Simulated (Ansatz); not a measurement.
# Sb: band-structure calculation

System: Sb (Pm-3m, 1 atom in the cell).
Method: DFT r2SCAN, scalar-relativistic, plane waves, PAW, no spin polarisation (Ansatz 0.2.0).

The structure derives from an entry of the Crystallography Open Database. Figures and captions count atoms from 1; the log counts them from 0 in places.

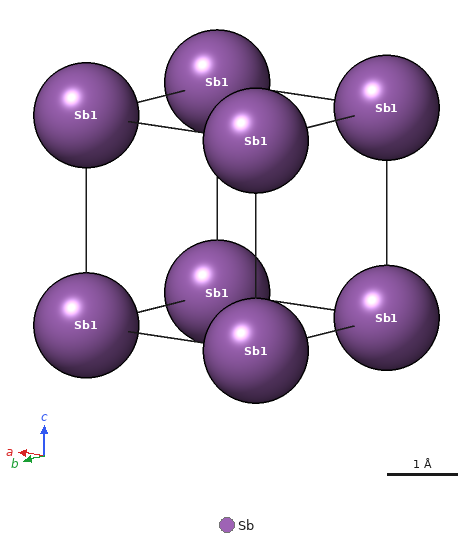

Figure 1. The input geometry (spheres-only view of the cell of the calculation, seen at an oblique angle; atoms are numbered from 1 in the order of the input).

Input
```yaml
crystal:
  lattice:
    - [3.0875323681, 0.0, 0.0]
    - [0.0, 3.0875323681, 0.0]
    - [0.0, 0.0, 3.0875323681]
  atoms:
    - { symbol: Sb, position: [0.0, 0.0, 0.0] }
basis:
  ecutwfc: 500
kpoints:
  mp_grid: { grid: [14, 14, 14] }
  band_path:
    path:
      - [[0.0, 0.0, 0.0], [0.0, 0.5, 0.0], [0.5, 0.5, 0.0], [0.0, 0.0, 0.0], [0.5, 0.5, 0.5], [0.0, 0.5, 0.0]]
      - [[0.5, 0.5, 0.5], [0.5, 0.5, 0.0]]
    npoints: 14
hamiltonian:
  xc: r2scan
scf:
  occupations: { method: gaussian, width: 0.1 }
  n_extra_bands: 6
output:
  forces: true
  stress: true
  eigenvalues: true
  populations: true
  dos: { projected: true, de: 0.02, nscf_kmesh: { grid: [21, 21, 21] } }
  bader: true
  write_density: true
  write_potential: true
  elf: true
  volumetric_format: npy
```

Hardware: 1 thread of Arm Neoverse V1, 24 GiB of memory available, shared host.

Command:
```bash
ansatz run input.yaml --threads 1 --pin off --max-ram 2560MiB --backend cpu --events-out ev --progress --plain --runs-dir out
```

What the program printed
```
scf.n_extra_bands = 6 over 8 filled bands (N_el = 15.0): the run solves 14 bands
Engine: ansatz 0.2.0, aarch64-unknown-linux-gnu
Pseudopotentials: kind: paw
Pseudopotential: Sb, paw, valence charge 15, recommended cutoff 500 eV (meta_gga), Sb.paw.azcp
Functional definition: r2SCAN
  parameter k0 = 0.174
  parameter k1 = 0.065
  parameter a1 = 4.9479
  exchange = r2scan_x(k0 = k0, k1 = k1, a1 = a1)
  correlation = r2scan_c
Crystal: 1 atoms, lattice volume = 29.433 Å³
Basis set: ecut = 500 eV, 739 PW (Γ), exchange–correlation on 96×96×96 points (64 copies of the dense FFT grid, shifted against one another)
Bands: 14, of which v1, the nominal top of the filled ones, is band 8 counted from 1 (7 counted from 0)
Symmetry: 48 space group operations
Space group: Pm-3m (ITA 221), of the structure as read, at distance tolerance 3.1e-5 Å
k-points: 120 of 2744
Non-local potential: Sb, projectors of the file, l = 0: 2, l = 1: 2, l = 2: 2, l = 3: 2
PAW form: soft (Blöchl's): semilocal exchange-correlation on the pseudo side does not see the compensation charge
PAW frozen core: Sb, regenerated for the run's functional (the file was generated under x = pbe(κ = 0.804, μ = 0.2195149727645171), c = pbe(β = 0.06672455060314922))
PAW one-centre angular grid: Sb, 590 points (default); XC on 160 Gauss nodes
Initial density: superposition of atomic densities (neutral atoms: chi_scale 0, normalization atom), corrected by the library's trained network
Initial wavefunctions: pseudopotential atomic-orbital guess
Functional: x = r2scan, c = r2scan; τ floored in thin density (d = 2e-4 eV/Å³)
SCF iter   1: F=—  HF=-6499.062455 eV  |F-HF|=—  |Δ(HF+E_count)|=         —  Δρ=4.79e-3  dr2=2.36e-3  dr2_τ=3.12e-4  ethr=1.77e-3  ⟨swp⟩=5.1  Hψ=9694  notcnv=0  defer=11
preconditioner: auto → none  [metal: Δε(μ)=0.027 eV  Ē_g=15.500 eV  σ=0.100 eV  W_gap=0.15  n_scr=6 (ndim 8)  ℏωp=15.3 eV  f_vac=0.001  D(μ)=0.64/eV (n_scr^D=0)  sad-step TF]
SCF iter   2: F=—  HF=-6499.069442 eV  |F-HF|=—  |Δ(HF+E_count)|=   6.99e-3  Δρ=2.97e-3  dr2=1.06e-3  dr2_τ=2.21e-5  ethr=1.57e-5  ⟨swp⟩=2.0  Hψ=3502  notcnv=0  defer=206
SCF iter   3: F=—  HF=-6499.069863 eV  |F-HF|=—  |Δ(HF+E_count)|=   4.21e-4  Δρ=2.02e-4  dr2=1.73e-5  dr2_τ=1.19e-6  ethr=7.08e-6  ⟨swp⟩=2.0  Hψ=1772  notcnv=0  defer=206
SCF iter   4: F=—  HF=-6499.069876 eV  |F-HF|=—  |Δ(HF+E_count)|=   1.28e-5  Δρ=5.29e-5  dr2=6.25e-7  dr2_τ=1.62e-8  ethr=1.16e-7  ⟨swp⟩=2.0  Hψ=1774  notcnv=0  defer=206
iter 5 did not close the SCF: its close was put off for the readings that it lacked (scf_convergence_deferred on its scf_iter line)
SCF iter   5: F=-6499.069877 eV  HF=-6499.069877 eV  |F-HF|=8.01e-9  |Δ(HF+E_count)|=   1.17e-6  Δρ=1.64e-5  dr2=6.69e-8  dr2_τ=1.63e-9  ethr=4.17e-9  ⟨swp⟩=2.2  Hψ=2351  notcnv=0  defer=206
SCF iter   6: F=-6499.069877 eV  HF=-6499.069877 eV  |F-HF|=7.82e-11  |Δ(HF+E_count)|=   1.31e-8  Δρ=2.19e-6  dr2=1.41e-9  dr2_τ=2.73e-11  ethr=4.46e-10  ⟨swp⟩=11.0  Hψ=11836  notcnv=0
SCF 1 converged in 6 iterations: F = -6499.069877 eV  dr2 = 1.41e-9
  greatest PAW one-centre occupation: 0.994 electrons in one spin orbital (limit 2), on the Sb atom at site 0 (counted from 0), in its partial waves of l = 2
```

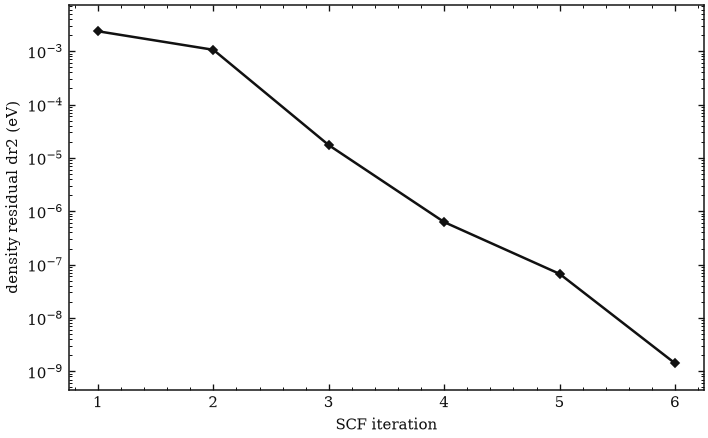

Figure 2. Convergence of the self-consistent field: density residual dr2 against the SCF iteration. The residual falls at every step.

```
NSCF: frozen V_eff on 86 k-points
NSCF: frozen V_eff on 286 k-points
SCF converged after 6 iterations
Free energy (F): -6499.069877 eV
Harris-Foulkes:  -6499.069877 eV  (|F-HF|=7.82e-11)
Internal energy: -6499.066764 eV  (E = F + TS)
E sigma→0 (E₀):  -6499.068320 eV
Entropy (-TS):   -0.003113 eV (-3.113 meV/atom)
Fermi energy:    10.060302 eV
--- Per-component energies (eV) ---
  E_band       = -174.916063
  E_kinetic    = 205.942631
  E_local      = -1560.019053  (includes V_loc(G=0)·N_el)
  E_nonlocal   = 362.994050
  E_hartree    = 709.246558
  E_xc         = -127.148601
  E_vxc        = -102.526836  (∫ρ·V_xc dr)
  E_paw        = -4601.920995  (= ΣΔE_a)
  E_vpaw       = -506.713244  (= ΣTr[D̂ρ^β])
  E_aug_tail   = -0.000001  (compensation charges beyond the density's cutoff)
  E_vtau       = 6.915021  (kinetic-family band-sum trace: ∫τ·v_τ [+ j·A + Jᵃ·Aᵃ] dr)
  E_ewald      = -1488.667391
  E_core_change = 0.506037  (= ΣΔE_core)
  E_smearing   = -0.003113  (= −TS)
  E_closure    = -0.000000  (closes the sum)
  Σ components = -6499.069877   (vs F -6499.069877, Δ=0.00e0)
--- Forces (eV/Å), atoms counted from 1 ---
  atom   1  Sb    -0.00000000     0.00000000     0.00000000
  max |Σ_I F_I| component: 9.45e-32 eV/Å
--- Stress (GPa, compression-positive) ---
       -0.010889       0.000000       0.000000
       -0.000000      -0.010889       0.000000
        0.000000       0.000000      -0.010889
  P = ⅓ Tr σ = -0.0109 GPa (-0.109 kbar)
--- Band table (eV; the first three rows and the last of 120) ---
  k-point 0: bands = ["-19.9593", "-19.9593", "-19.7549", "-19.7549", "-19.7549", "-2.9720", "13.5814", "13.5814", "13.5814", "17.5526", "17.5526", "19.3460", "29.8137", "29.8137"]
  k-point 1: bands = ["-19.9589", "-19.9505", "-19.7574", "-19.7574", "-19.7547", "-2.8927", "12.5806", "13.6603", "13.6603", "17.6178", "18.2494", "19.8500", "29.1511", "29.3698"]
  k-point 2: bands = ["-19.9578", "-19.9257", "-19.7647", "-19.7647", "-19.7541", "-2.6566", "10.7633", "13.8914", "13.8914", "17.8128", "18.8479", "21.6617", "27.8003", "28.0652"]
  k-point 119: bands = ["-19.8642", "-19.8642", "-19.8642", "-19.6718", "-19.6718", "5.7432", "8.2717", "8.2717", "8.2717", "15.3127", "15.3127", "15.3127", "17.6083", "35.7033"]
--- Löwdin populations: 1 site ---
  site symbol       q [e]
     0     Sb     14.9625
  spilling = 0.002502 (of n_electrons = 15.000000)
--- Bader charges: 1 site ---
  site symbol  charge [e]  shift [e]
     0     Sb      0.0000     0.0000
  estimated error of the sums over rays = 9.1e-7 e
```

File populations.tsv
```
# site	symbol	l	j	q
# orbitals = lowdin
# n_electrons = 15.000000
# spilling = 0.002502
0	Sb	0_5S	-	1.776333
0	Sb	1_5P	-	3.188471
0	Sb	2_4D	-	9.997663
```

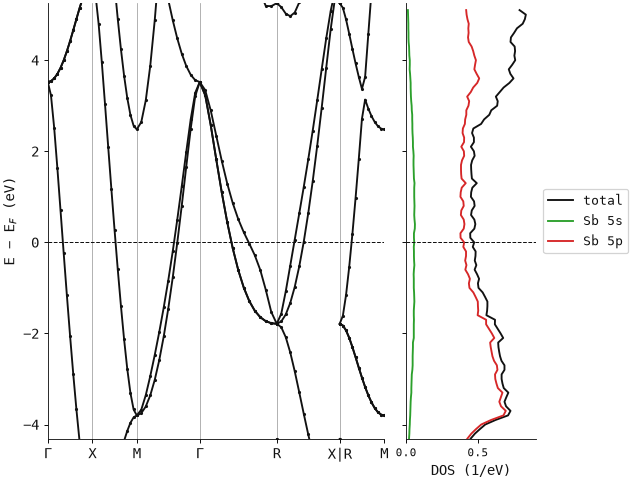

Figure 3. Band structure along Γ–X–M–Γ–R–X|R–M and density of states (projected on Löwdin-orthogonalised atomic shells), with energies from the Fermi level. Bands cross the Fermi level: a metal at this level of theory.

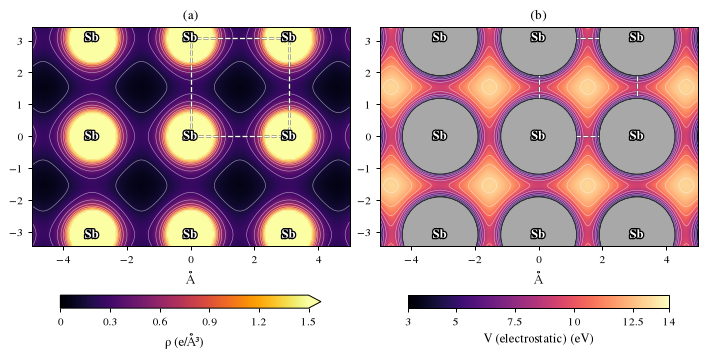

Figure 4. (a) valence electron density; (b) electrostatic potential energy of an electron on the (001) plane of the conventional cell. Grey discs, where drawn, cover atomic cores. Atoms in the plane: Sb. Sb–Sb (3.09 Å): the density is about 0.27 e/Å³ at the midpoint. Away from the nuclei the density in this plane falls to 0.06 e/Å³ at its lowest. Outside the cores the potential energy rises away from the atoms and is highest about 2.2 Å from the nearest atoms; outside the discs it spans about 9 eV, and its zero is arbitrary. In a PAW calculation such maps are meaningful between the atoms, not at the nuclei.

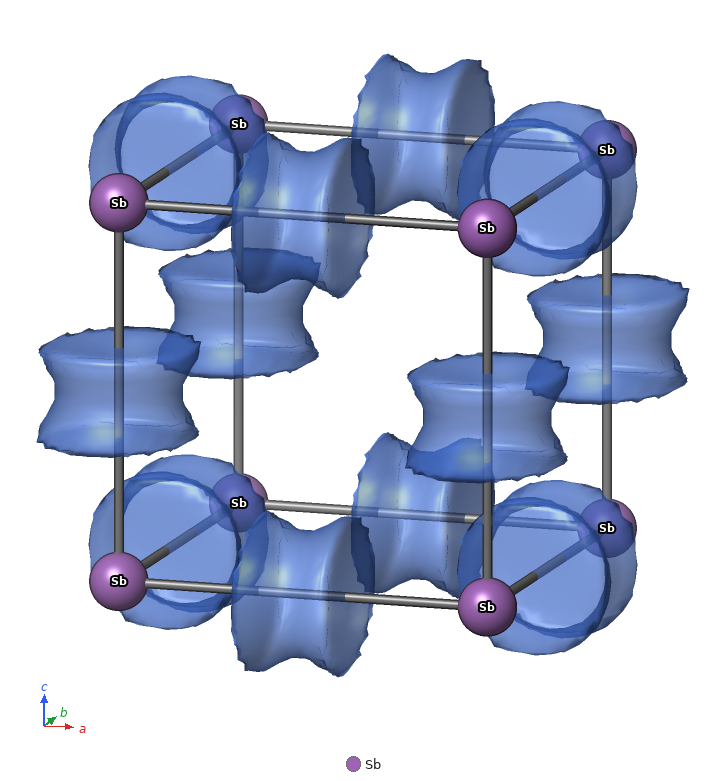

Figure 5. Isosurface of the ELF at 0.5 (blue), seen slightly off an axis. Core shells and regions of very low density are left out. Sticks mark near contacts. The outline is the cell set on symmetry axes. Along the contacts the grid gives the following. Sb–Sb (3.09 Å): the ELF is about 0.60 at the midpoint, which marks nearly free electrons, as in a simple metal.

Summary

| quantity | value |
| --- | --- |
| outcome | converged |
| space group (tolerance 0.01 Å) | Pm-3m (221) |
| electrons treated | 15 |
| free energy | −6499.0699 eV |
| Fermi energy | 10.060 eV |
| gap on the k-point mesh | none (metallic) |
| pressure | −0.01 GPa |
| largest force (length of the vector) | under 0.001 eV/Å |
| wall time | 19 s |
| peak memory | 0.39 GiB |
